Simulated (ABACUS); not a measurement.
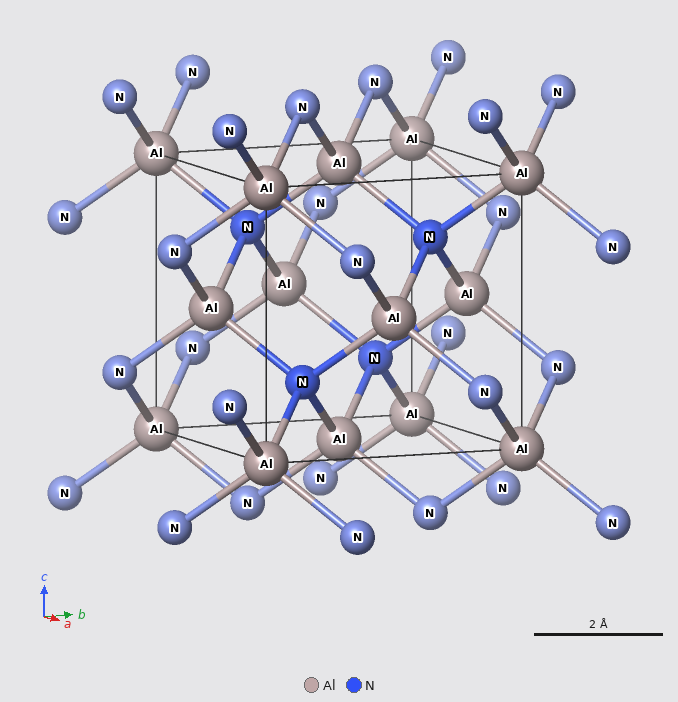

*The structure (ball-and-stick view of the cell 4 times as large as that of the calculation, set on its symmetry axes, seen slightly off an axis; neighbours outside the cell are drawn fainter).*

Near neighbours in the crystal (not all of them lie inside the picture): Al has 4 N at 1.89 Å; N has 4 Al at 1.89 Å.

## Band-structure run of AlN (part 1 of 2)

System: AlN (F-43m, 2 atoms in the cell).
Method: Kohn-Sham DFT of a periodic cell, PBEsol, PseudoDojo NC SR 0.4.1 PBEsol standard, no spin polarisation (ABACUS 3.10.1).

The structure derives from a Materials Project entry.

What the program printed:
```
ABACUS v3.10.1

               Atomic-orbital Based Ab-initio Computation at UStc

 ------------------------------------------------------------------------------------

 READING GENERAL INFORMATION
                           global_out_dir = OUT.AlN/
                           global_in_card = INPUT
                               pseudo_dir = ./
                              orbital_dir =
                                    DSIZE = 4
                                    GSIZE = 1

 READING UNITCELL INFORMATION
                                    ntype = 2
                  lattice constant (Bohr) = 1.88973
              lattice constant (Angstrom) = 1

 READING ATOM TYPE 1
                               atom label = Al
                      L=0, number of zeta = 1
                      L=1, number of zeta = 1
                      L=2, number of zeta = 1
             number of atom for this type = 1

 READING ATOM TYPE 2
                               atom label = N
                      L=0, number of zeta = 1
                      L=1, number of zeta = 1
                      L=2, number of zeta = 1
             number of atom for this type = 1

                        TOTAL ATOM NUMBER = 2
DIRECT COORDINATES
    atom                   x                   y                   z     mag                  vx                  vy                  vz
taud_Al1            0.0000000000        0.0000000000        0.0000000000  0.0000        0.0000000000        0.0000000000        0.0000000000
taud_N1            0.2500000000        0.2500000000        0.2500000000  0.0000        0.0000000000        0.0000000000        0.0000000000

                          Volume (Bohr^3) = 140.598
                             Volume (A^3) = 20.8345

 Lattice vectors: (Cartesian coordinate: in unit of a_0)
                   +0            +2.18399            +2.18399
             +2.18399                  +0            +2.18399
             +2.18399            +2.18399                  +0
 Reciprocal vectors: (Cartesian coordinate: in unit of 2 pi/a_0)
            -0.228938           +0.228938           +0.228938
            +0.228938           -0.228938           +0.228938
            +0.228938           +0.228938           -0.228938
 The esolver type has been set to : ksdft_pw

                PAO radial cut off (Bohr) = 10

 Read in pseudopotential file is Al.upf
                     pseudopotential type = NC
          exchange-correlation functional = PBESOL
                 nonlocal core correction = 1
                        valence electrons = 3
                                     lmax = 2
                           number of zeta = 2
                     number of projectors = 6
                           L of projector = 0
                           L of projector = 0
                           L of projector = 1
                           L of projector = 1
                           L of projector = 2
                           L of projector = 2
                PAO radial cut off (Bohr) = 10

 Read in pseudopotential file is N.upf
                     pseudopotential type = NC
          exchange-correlation functional = PBESOL
                 nonlocal core correction = 1
                        valence electrons = 5
                                     lmax = 1
                           number of zeta = 2
                     number of projectors = 4
                           L of projector = 0
                           L of projector = 0
                           L of projector = 1
                           L of projector = 1
     initial pseudo atomic orbital number = 8

 SETUP THE ELECTRONS NUMBER
            electron number of element Al = 3
      total electron number of element Al = 3
             electron number of element N = 5
       total electron number of element N = 5
            AUTOSET number of electrons:  = 8
                           occupied bands = 4
                                   NBANDS = 14
                                   NLOCAL = 18

 SETUP THE PLANE WAVE BASIS
 energy cutoff for charge/potential (unit:Ry) = 336
            fft grid for charge/potential = [ 36, 36, 36 ]
                        fft grid division = [ 1, 1, 1 ]
        big fft grid for charge/potential = [ 36, 36, 36 ]
                                     nbxx = 11664
                                     nrxx = 11664

 SETUP PLANE WAVES FOR CHARGE/POTENTIAL
                    number of plane waves = 14553
                         number of sticks = 793

 PARALLEL PW FOR CHARGE/POTENTIAL
     PROC   COLUMNS(POT)             PW
        1            199           3638
        2            199           3638
        3            196           3639
        4            199           3638
 --------------- sum -------------------
        4            793          14553
                            number of |g| = 193
                                  max |g| = 30.347
                                  min |g| = 0

----------- Double Check Mixing Parameters Begin ------------
mixing_type: broyden
mixing_beta: 0.7
mixing_gg0: 1
mixing_gg0_min: 0.1
mixing_ndim: 8
----------- Double Check Mixing Parameters End ------------

 LATTICE VECTORS: (CARTESIAN COORDINATE: IN UNIT OF A0)
                   +0            +2.18399            +2.18399
             +2.18399                  +0            +2.18399
             +2.18399            +2.18399                  +0
                       right hand lattice = 1
                                   NORM_A = 3.08863
                                   NORM_B = 3.08863
                                   NORM_C = 3.08863
                           ALPHA (DEGREE) = 60
                           BETA  (DEGREE) = 60
                           GAMMA (DEGREE) = 60

 The lattice vectors have been changed (STRU_SIMPLE.cif)

(for optimal symmetric configuration:)
                             BRAVAIS TYPE = 3
                     BRAVAIS LATTICE NAME = 03. Cubic F (face-centered)
                                    ibrav = 3
                                    IBRAV = 3
                                  BRAVAIS = FACE CENTERED CUBIC
                       LATTICE CONSTANT A = 4.36799
Original cell was already a primitive cell.
                        ROTATION MATRICES = 48
              PURE POINT GROUP OPERATIONS = 24
                   SPACE GROUP OPERATIONS = 24
                                       C2 = 3
                                       C3 = 8
                                       C4 = 0
                                       C6 = 0
                                       S1 = 6
                                       S3 = 0
                                       S4 = 6
                                       S6 = 0
                              POINT GROUP = T_d
                                       C2 = 3
                                       C3 = 8
                                       C4 = 0
                                       C6 = 0
                                       S1 = 6
                                       S3 = 0
                                       S4 = 6
                                       S6 = 0
               POINT GROUP IN SPACE GROUP = T_d

 SETUP K-POINTS
                                    nspin = 1
                   Input type of k points = Monkhorst-Pack(Gamma)
                                   nkstot = 512
                       right hand lattice = 1
(for reciprocal lattice: )
                             BRAVAIS TYPE = 2
                     BRAVAIS LATTICE NAME = 02. Cubic I (body-centered)
                                    ibrav = 2
                       right hand lattice = 1
(for k-lattice: )
                             BRAVAIS TYPE = 2
                     BRAVAIS LATTICE NAME = 02. Cubic I (body-centered)
                                    ibrav = 2
                       right hand lattice = 1
                        ROTATION MATRICES = 48
                               nkstot_ibz = 29
K-POINTS REDUCTION ACCORDING TO SYMMETRY
     IBZ    DIRECT_X    DIRECT_Y    DIRECT_Z  WEIGHT  ibz2bz
       1  0.00000000  0.00000000  0.00000000  0.0020       0
       2  0.12500000  0.12500000  0.12500000  0.0156       1
       3  0.25000000  0.25000000  0.25000000  0.0156       2
       4  0.37500000  0.37500000  0.37500000  0.0156       3
       5  0.50000000  0.50000000  0.50000000  0.0078       4
       6  0.12500000  0.12500000  0.00000000  0.0117       9
       7  0.25000000  0.25000000  0.12500000  0.0469      10
       8  0.37500000  0.37500000  0.25000000  0.0469      11
       9  0.50000000  0.50000000  0.37500000  0.0469      12
      10  0.50000000  0.37500000  0.37500000  0.0469      13
      11  0.37500000  0.25000000  0.25000000  0.0469      14
      12  0.12500000  0.12500000  0.25000000  0.0234      15
      13  0.25000000  0.25000000  0.00000000  0.0117      18
      14  0.37500000  0.37500000  0.12500000  0.0469      19
      15  0.50000000  0.50000000  0.25000000  0.0469      20
      16 -0.37500000  0.37500000  0.37500000  0.0469      21
      17  0.50000000  0.25000000  0.25000000  0.0234      22
      18  0.37500000  0.37500000  0.00000000  0.0117      27
      19  0.50000000  0.50000000  0.12500000  0.0469      28
      20 -0.25000000  0.37500000  0.37500000  0.0234      29
      21  0.50000000  0.50000000  0.00000000  0.0059      36
      22  0.37500000  0.25000000  0.12500000  0.0469      83
      23  0.50000000  0.37500000  0.25000000  0.0938      84
      24  0.50000000  0.37500000 -0.37500000  0.0469      85
      25  0.50000000  0.37500000  0.12500000  0.0469      92
      26  0.50000000  0.37500000 -0.25000000  0.0938      93
      27 -0.37500000  0.37500000  0.25000000  0.0469      94
      28 -0.12500000  0.50000000  0.37500000  0.0234     101
      29  0.50000000  0.25000000 -0.25000000  0.0117     166

                               nkstot now = 29
[... K-POINTS DIRECT COORDINATES: 29 rows ...]

           k-point number in this process = 29
       minimum distributed K point number = 29
[... stars of the k points ...]

[... K-POINTS CARTESIAN COORDINATES: 29 rows ...]

[... K-POINTS DIRECT COORDINATES: 29 rows ...]

 SETUP PLANE WAVES FOR WAVE FUNCTIONS
     energy cutoff for wavefunc (unit:Ry) = 84
              fft grid for wave functions = [ 36, 36, 36 ]
                    number of plane waves = 2565
                         number of sticks = 253

 PARALLEL PW FOR WAVE FUNCTIONS
     PROC   COLUMNS(POT)             PW
        1             63            641
        2             63            641
        3             63            642
        4             64            641
 --------------- sum -------------------
        4            253           2565

 SETUP NONLOCAL PSEUDOPOTENTIALS IN PLANE WAVE BASIS
 Al non-local projectors:
 projector 1 L=0
 projector 2 L=0
 projector 3 L=1
 projector 4 L=1
 projector 5 L=2
 projector 6 L=2
 N non-local projectors:
 projector 1 L=0
 projector 2 L=0
 projector 3 L=1
 projector 4 L=1
      TOTAL NUMBER OF NONLOCAL PROJECTORS = 26

 Init Non-Local PseudoPotential table :
 Init Non-Local-Pseudopotential done.

                                     npwx = 462

 Make real space PAO into reciprocal space.
       max mesh points in Pseudopotential = 1001
     dq(describe PAO in reciprocal space) = 0.01
                                    max q = 1104

 number of pseudo atomic orbitals for Al is 2
WARNING: norm of atomic wavefunction # 1 of atomic type Al is 0.99999, renormalized
WARNING: norm of atomic wavefunction # 2 of atomic type Al is 0.998852, renormalized

 number of pseudo atomic orbitals for N is 2
WARNING: norm of atomic wavefunction # 2 of atomic type N is 0.999999, renormalized

 -------------------------------------------
 SELF-CONSISTENT
 -------------------------------------------
                                 init_chg = atomic

 PW ALGORITHM --------------- ION=   1  ELEC=   1--------------------------------

 Density error is 0.564652619593
                          Error Threshold = 0.01
----------------------------------------------------------
     Energy           Rydberg                 eV
----------------------------------------------------------
 E_KohnSham     -25.3183692134       -344.4740853695
 E_Harris       -23.0003615518       -312.9359731651
 E_Fermi        0.5195821997         7.0692784958
----------------------------------------------------------

 PW ALGORITHM --------------- ION=   1  ELEC=   2--------------------------------

 Density error is 0.237753142574
                          Error Threshold = 0.00705815774491
----------------------------------------------------------
     Energy           Rydberg                 eV
----------------------------------------------------------
 E_KohnSham     -25.4810293091       -346.6871895089
 E_Harris       -27.2061760586       -370.1590151877
 E_Fermi        0.6764297309         9.2032986371
----------------------------------------------------------

 PW ALGORITHM --------------- ION=   1  ELEC=   3--------------------------------

 Density error is 0.0023980592936
                          Error Threshold = 0.00297191428218
----------------------------------------------------------
     Energy           Rydberg                 eV
----------------------------------------------------------
 E_KohnSham     -25.5261992860       -347.3017585732
 E_Harris       -25.4644732734       -346.4619330875
 E_Fermi        0.6243300829         8.4944465609
----------------------------------------------------------
```
